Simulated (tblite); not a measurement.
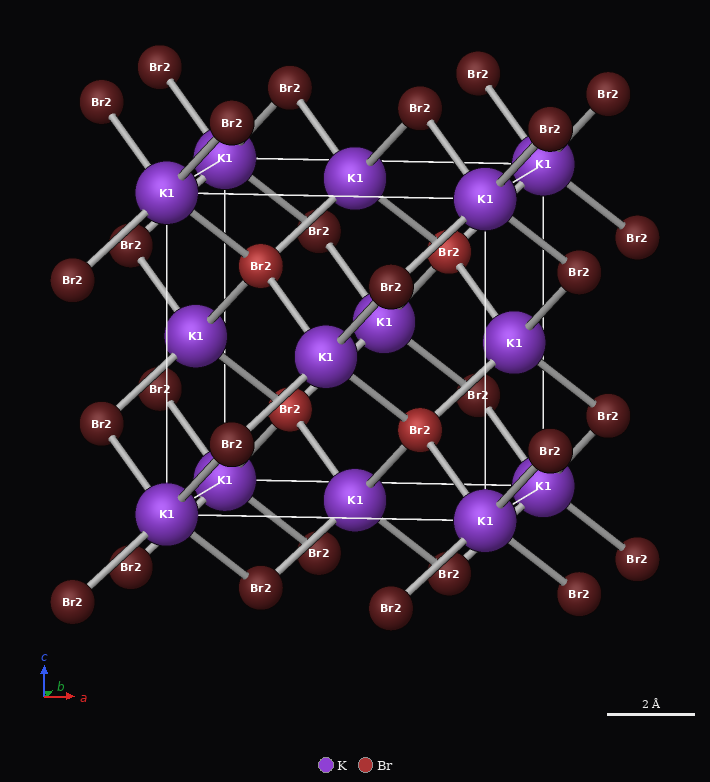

*The input geometry (ball-and-stick view of the cell 4 times as large as that of the calculation, set on its symmetry axes, seen slightly off an axis; neighbours outside the cell are drawn fainter; atoms are numbered from 1 in the order of the input).*

Near neighbours in the crystal (not all of them lie inside the picture): K has 4 Br at 3.26 Å; Br has 4 K at 3.26 Å.

Run report: KBr, single-point calculation

- system: KBr (2 atoms in the cell)
- method: GFN2-xTB tight binding on a periodic cluster of cells at the zone centre (tblite 0.8.0)

The structure was built on a prototype by a generator. The geometry comes from this level: r2SCAN (a point of a series of volumes). It belongs to a series of runs on one base structure; here: volume +6%.

### The input
```python
import json
from ase import Atoms
from ase.build import make_supercell
from ase.units import Bohr, GPa, Hartree
from tblite.interface import Calculator

atoms = Atoms(['K', 'Br'],
              cell=[[0.0, 3.76063725, 3.76063725], [3.76063725, 0.0, 3.76063725], [3.76063725, 3.76063725, 0.0]],
              scaled_positions=[[0.0, 0.0, 0.0], [0.25, 0.25, 0.25]],
              pbc=True)
cluster = make_supercell(atoms, [[-2, 2, 2], [-2, -2, 2], [2, -2, 2]])
calc = Calculator('GFN2-xTB', cluster.numbers, cluster.positions / Bohr, lattice=cluster.cell[:] / Bohr, periodic=cluster.pbc)
calc.set('temperature', 0.02 / Hartree)
calc.set('max-iter', 150)
res = calc.singlepoint()
levels = res.get('orbital-energies') * Hartree
nv = round(res.get('orbital-occupations').sum() / 2)
cells = len(cluster) // len(atoms)
out = {'energy_per_cell': res.get('energy') * Hartree / cells, 'homo': levels[nv - 1], 'lumo': levels[nv],
       'stress': (-res.get('virial') * Hartree / cluster.get_volume() / GPa).tolist(), 'charges': res.get('charges')[:len(atoms)].tolist(), 'electrons': 2 * nv / cells}
json.dump(out, open('results.json', 'w'))
for key, value in out.items():
    print(key, value)
```

Run as:
```bash
python run.py
```

### Log
```
------------------------------------------------------------
  cycle        total energy    energy error   density error
------------------------------------------------------------
      1     -138.6096942771  -1.3866827E+02   3.1815737E-01
      2     -140.0731857728  -1.4634915E+00   1.5973868E-01
      3     -138.6322928052   1.4408930E+00   1.8603806E-01
      4     -140.9627197561  -2.3304270E+00   6.3696012E-02
      5     -141.1219363580  -1.5921660E-01   3.3313862E-02
      6     -141.1830173274  -6.1080969E-02   1.0175971E-02
      7     -141.1863515315  -3.3342041E-03   7.2157846E-03
      8     -141.1878392969  -1.4877654E-03   5.4167725E-03
      9     -141.1897287919  -1.8894950E-03   8.6730514E-04
     10     -141.1897782875  -4.9495654E-05   7.7829085E-05
     11     -141.1897783591  -7.1594485E-08   6.7165374E-05
     12     -141.1897786604  -3.0126748E-07   1.5492527E-06
------------------------------------------------------------

 total:                                   1.994 sec
energy_per_cell -120.06154905695148
homo -11.406751462998244
lumo -8.304387488807828
stress [[0.2516317606425271, -1.0048494965417228e-06, 1.0048495449970995e-06], [-1.0048494965514005e-06, 0.2516317606427117, 1.0048485399841169e-06], [1.0048495449945162e-06, 1.0048485399537338e-06, 0.25163176064275145]]
charges [0.6101862475452668, -0.6101820195175912]
electrons 8.0
```

### Key numbers

| quantity | value |
| --- | --- |
| outcome | converged |
| space group (tolerance 0.01 Å) | F-43m (216) |
| electrons treated | 8 |
| total energy | −120.0615 eV |
| band gap | 3.10 eV |
| pressure | 0.25 GPa |
| hardware | 1 thread of Arm Neoverse V2, 24 GiB of memory available, shared host |
| wall time | 2.4 s |
| peak memory | 0.11 GiB |
